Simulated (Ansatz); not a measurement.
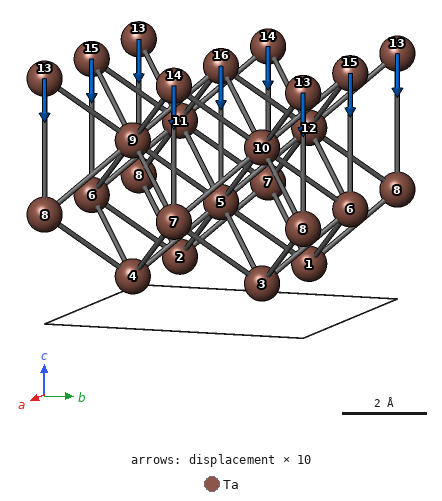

A constrained relaxation of a slab of composition Ta (cut from the Im-3m phase). The starting structure is drawn; blue arrows show the displacements, magnified 10 times.

Style: ball-and-stick. Shown: the cell of the calculation, outlined in the plane, without the vacuum, slightly off an axis.

Case: clean slab, lower planes held. The slab is the (1 0 0) face of Ta. 8 atoms are held fixed.

Theory: DFT PBE+D3(BJ), scalar-relativistic, plane waves, PAW (Ansatz 0.2.0).

Input
```yaml
crystal:
  lattice:
    - [6.5698933887, 0.0, 0.0]
    - [0.0, 6.5698933887, 0.0]
    - [0.0, 0.0, 20.9274200415]
  atoms:
    - { symbol: Ta, position: [0.25, 0.75, 0.3822735905] }
    - { symbol: Ta, position: [0.25, 0.25, 0.3822735905] }
    - { symbol: Ta, position: [0.75, 0.75, 0.3822735905] }
    - { symbol: Ta, position: [0.75, 0.25, 0.3822735905] }
    - { symbol: Ta, position: [0.5, 0.5, 0.4607578635] }
    - { symbol: Ta, position: [0.5, 0.0, 0.4607578635] }
    - { symbol: Ta, position: [0.0, 0.5, 0.4607578635] }
    - { symbol: Ta, position: [0.0, 0.0, 0.4607578635] }
    - { symbol: Ta, position: [0.75, 0.25, 0.5392421365] }
    - { symbol: Ta, position: [0.75, 0.75, 0.5392421365] }
    - { symbol: Ta, position: [0.25, 0.25, 0.5392421365] }
    - { symbol: Ta, position: [0.25, 0.75, 0.5392421365] }
    - { symbol: Ta, position: [0.0, 0.0, 0.6177264095] }
    - { symbol: Ta, position: [0.0, 0.5, 0.6177264095] }
    - { symbol: Ta, position: [0.5, 0.0, 0.6177264095] }
    - { symbol: Ta, position: [0.5, 0.5, 0.6177264095] }
basis:
  ecutwfc: 420
kpoints:
  mp_grid: { grid: [3, 3, 1] }
hamiltonian:
  xc: pbe
  dispersion: d3bj
scf:
  occupations: { method: gaussian, width: 0.1 }
output:
  forces: true
  eigenvalues: true
  write_density: true
  write_potential: true
  elf: true
  volumetric_format: npy
relax:
  adjacent_minimum: "off"
  f_tol: 0.03
  max_steps: 70
  constraints: [{ sites: [0, 1, 2, 3, 4, 5, 6, 7] }]
efield:
  axis: 3
  dipole_correction: true
  ramp_width: 0.04
```

Run as
```bash
ansatz run input.yaml --threads 4 --pin off --max-ram 10240MiB --backend cpu --events-out ev --progress --plain --runs-dir out
```

Question: What did the optimiser do to the structure, and how much energy did it gain?

Answer: The largest moves, 0.11 Å, are those of Ta13, Ta14, Ta15 and Ta16. Ta13 goes along the normal (−c). The cell stays as it was. Near-neighbour distances that change, for instance: Ta5–Ta16 3.285 → 3.177 Å, Ta10–Ta13 2.845 → 2.785 Å. Bond angles that change, for instance: Ta9–Ta16–Ta12 109.5° → 113.0°. The energy falls by 0.144 eV per cell of the calculation in 4 geometry steps. Largest force component: 0.67 eV/Å at the start, 0.0007 eV/Å at the end.
